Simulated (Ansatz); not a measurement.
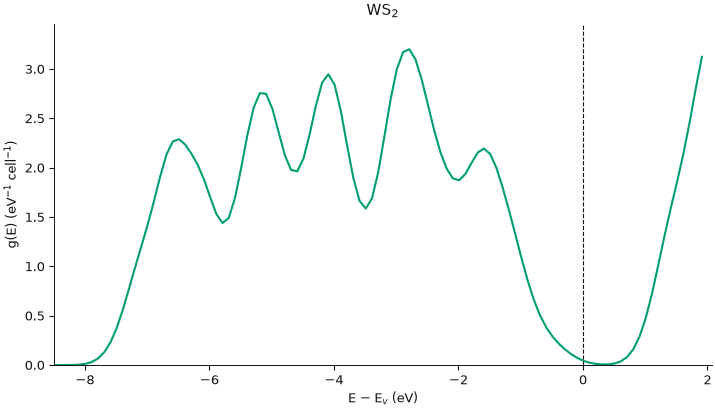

Density of states. Energies are counted from the top of the valence band. The DOS curve is built from the levels of the k mesh with Gaussians 0.55 eV wide, which also blur the band edges; ripples of that width can come from the mesh.

This input was run:

```yaml
crystal:
  lattice:
    - [1.579, 0.9116360751, 6.1633333333]
    - [-1.579, 0.9116360751, 6.1633333333]
    - [0.0, -1.8232721501, 6.1633333333]
  atoms:
    - { symbol: W, position: [0.0, 0.0, 0.0] }
    - { symbol: S, position: [0.581, 0.581, 0.581] }
    - { symbol: S, position: [0.7503, 0.7503, 0.7503] }
hamiltonian:
  xc: pbesol
  pseudopotentials: { kind: paw_fr }
magnetization:
  noncollinear: true
  spin_orbit: true
kpoints:
  mp_grid: { grid: [10, 10, 10] }
  band_path:
    path:
      - [[0.0, 0.0, 0.0], [0.5, 0.0, 0.0], [0.5, 0.1812521368, -0.1812521368]]
      - [[0.8187478632, 0.5, 0.1812521368], [0.5, 0.5, 0.5], [0.0, 0.0, 0.0], [0.3406260684, 0.0, -0.3406260684]]
      - [[0.6593739316, 0.3406260684, 0.0], [0.5, 0.5, 0.0], [0.6593739316, 0.6593739316, 0.1812521368], [0.5, 0.5, 0.5]]
      - [[0.5, 0.0, 0.0], [0.8187478632, 0.3406260684, 0.3406260684]]
    npoints: 14
scf:
  occupations: { method: fermi_dirac, width: 0.05 }
  n_extra_bands: 7
output:
  forces: true
  stress: true
  eigenvalues: true
  fatbands: false
  write_density: true
  write_potential: true
  elf: true
  volumetric_format: npy
```

System: WS2, space group R3m (No. 160), 3 atoms in the primitive cell.

Computed with Ansatz 0.2.0: PBEsol, Ansatz PAW, spin-orbit coupling, no magnetisation, 10×10×10 k mesh, 420 eV cutoff, Fermi-Dirac smearing of 0.05 eV.

Metal or insulator, going by the density of states?

There is a gap; over the k points computed it is 0.85 eV (indirect; the smallest direct gap on the k mesh is 1.97 eV).

The PAW data sets were made with another functional. LDA, GGA and most meta-GGA functionals understate gaps.
